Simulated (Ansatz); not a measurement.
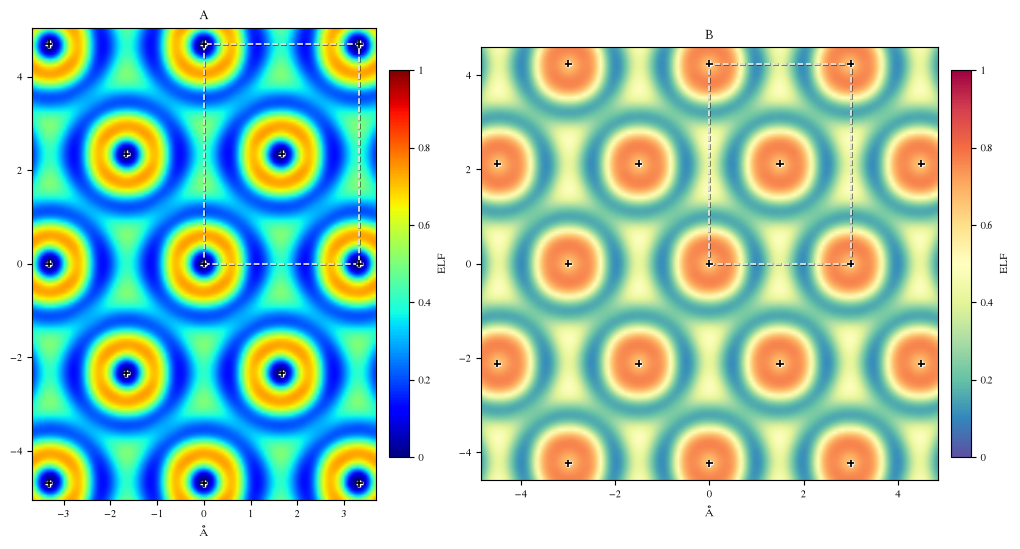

The electron localisation function of 2 systems, each on a plane through atoms (crosses mark nuclei in the plane).

All numbers below come from Ansatz, DFT PBE, scalar-relativistic, plane waves, PAW.

System 1: Ta, the (101̄) plane of the conventional cell. Space group Im-3m; a generated structure, not necessarily the stable one; computed without spin polarisation.

System 2: V, the (011̄) plane of the conventional cell. Space group Im-3m; a generated structure, not necessarily the stable one; computed without spin polarisation.

Question: Match each panel to its system.

Answer: Panel A is system 1, Ta: the plane holds Ta. Ta–Ta (2.87 Å): the ELF is about 0.30 at the midpoint. Panel B is system 2, V: the plane holds V. V–V (2.60 Å): the ELF is about 0.25 at the midpoint: no localised pair shows between them.
